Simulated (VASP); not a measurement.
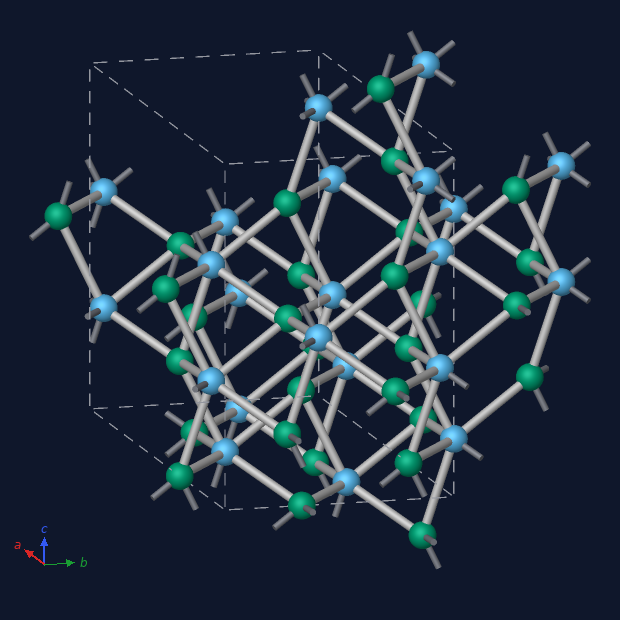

A cut-out of a periodic net derived from a crystal structure. Nodes are coloured by topological kind. Short stubs are edges that leave the cut-out.

**Describe the net.**

A binodal (4,6)-connected, three-periodic net.

**Give point symbol and coordination sequence of each kind of node.**

4-connected node: 4^3.6^3, sequence 4, 16, 26, 68, 70, 150; 6-connected node: 4^6.6^9, sequence 6, 13, 39, 46, 105, 101.

The net was derived as follows. System Ti₃S₂ (space group R32, No. 155); source of the atomic positions: a cell listed in the Materials Project, as set up for an electronic-structure calculation. Bonds are taken as S–Ti below 2.7 Å. Atoms with one bond or none are removed and atoms with two bonds are replaced by edges, until no such atom is left. Ti is a 4-connected node; S is a 6-connected node, in the ratio 3:2.
